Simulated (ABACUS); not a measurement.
# A series of single points on NiSi2

System: NiSi2 (Fm-3m, 3 atoms in the cell).
Method: Kohn-Sham DFT of a periodic cell, PBE, PseudoDojo NC SR 0.4.1 PBE standard, spin-polarised (ABACUS 3.10.1).

The 7 runs differ only in the geometry, by an even scaling of the cell at fixed fractional positions. The structure derives from an entry of the Crystallography Open Database.

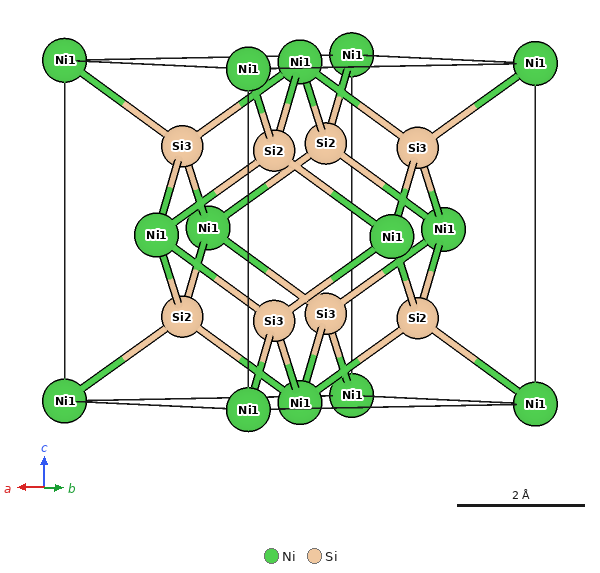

Figure 1. The structure of run 4 (ball-and-stick view of the cell 4 times as large as that of the calculation, set on its symmetry axes, seen at an oblique angle; atoms are numbered from 1 in the order of the input).

## Input of run 4
```
INPUT_PARAMETERS
suffix              Si2Ni
calculation         scf
basis_type          lcao
pseudo_dir          ./
orbital_dir         ./
symmetry            1
dft_functional      pbe
ecutwfc             100
pseudo_rcut         10
nspin               2
nbands              18
ks_solver           genelpa
smearing_method     fd
smearing_sigma      0.00367493
scf_thr             1e-07
scf_nmax            100
mixing_type         broyden
mixing_beta         0.4
cal_force           1
cal_stress          1
out_mul             1
out_chg             1
out_pot             2
out_elf             1
```

## File STRU of run 4
```
ATOMIC_SPECIES
Ni 58.6934 Ni.upf
Si 28.0850 Si.upf

NUMERICAL_ORBITAL
Ni_confined-atom_7au_3s2p2d1f.orb
Si_confined-atom_7au_2s2p1d.orb

LATTICE_CONSTANT
1.8897261246

LATTICE_VECTORS
0.0000000000 2.7030000000 2.7030000000
2.7030000000 0.0000000000 2.7030000000
2.7030000000 2.7030000000 0.0000000000

ATOMIC_POSITIONS
Direct

Ni
0.0
1
0.0000000000 0.0000000000 0.0000000000 1 1 1 mag 1

Si
0.0
2
0.7500000000 0.7500000000 0.7500000000 1 1 1 mag 0
0.2500000000 0.2500000000 0.2500000000 1 1 1 mag 0
```

## File KPT of run 4
```
K_POINTS
0
Gamma
9 9 9 0 0 0
```

Command:
```bash
OMP_NUM_THREADS=1 mpirun -np 4 abacus > log
```

Run 2 differs from it as follows:
```diff
-out_chg             1
-out_pot             2
-out_elf             1
-0.0000000000 2.7030000000 2.7030000000
-2.7030000000 0.0000000000 2.7030000000
-2.7030000000 2.7030000000 0.0000000000
+0.0000000000 2.6664684948 2.6664684948
+2.6664684948 0.0000000000 2.6664684948
+2.6664684948 2.6664684948 0.0000000000
```

## Results, with one run withheld

```tsv
run	volume per atom (Å³)	free energy per atom, from the lowest run given (meV)	pressure (GPa)
1	12.376	62.39	16.83
2	12.639	?	?
3	12.902	20.35	8.99
4	13.166	8.26	5.59
5	13.429	1.76	2.50
6	13.692	0.00	−0.32
7	13.956	2.61	−2.89
```

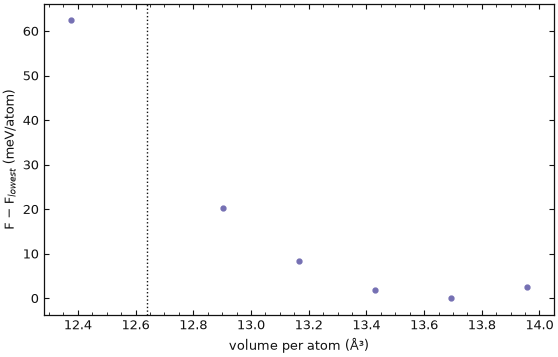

Figure 2. Free energy per atom of the runs given; the dotted line marks run 2.

What should run 2 give?

A cubic polynomial in V^(−2/3) (the Birch–Murnaghan form), fitted to the 6 runs given, misses them by at most 0.07 meV per atom. With x = V^(−2/3) − 0.17871 Å⁻², it reads F = 6.0602 + 3278.1 x + 4.3947e+05 x² − 15146 x³ (meV per atom). At run 2 it gives 38.11 meV per atom, and the run itself gives 37.96. The slope of the fit gives a pressure −dF/dV of 12.76 GPa there, and the run prints 12.73 GPa. The fit has its minimum at 13.662 Å³ per atom, where V d²F/dV² gives 140 GPa: the bulk modulus at this level, since symmetry fixes the shape and the positions.

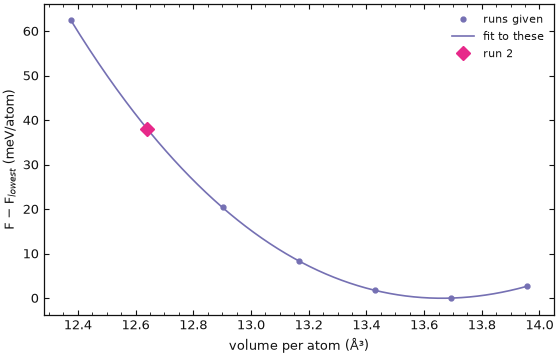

Figure 3. The fit and the withheld run.

## Some lines of the output (run 2)
```
[...]
 E_Fermi        1.0443235085         14.2087502711
 E_Fermi        1.0444272198         14.2101613358
 E_Fermi        1.0443759626         14.2094639452
 E_Fermi        1.0443829325         14.2095587758
 E_Fermi        1.0443827728         14.2095566036
 E_Fermi        1.0443828434         14.2095575640
 E_Fermi        1.0443830547         14.2095604391
 E_Fermi        1.0443830882         14.2095608942
 E_KS(sigma->0) -352.5502444118      -4796.6921552927
 E_Fermi        1.0443831078         14.2095611617
 final etot is -4796.6966562 eV
 EFERMI = 14.209561162 eV
 TOTAL-PRESSURE: 127.293459 KBAR
 !FINAL_ETOT_IS -4796.6966561637591440 eV
```

Notes: Points of doubt noted for this run: home made orbitals.
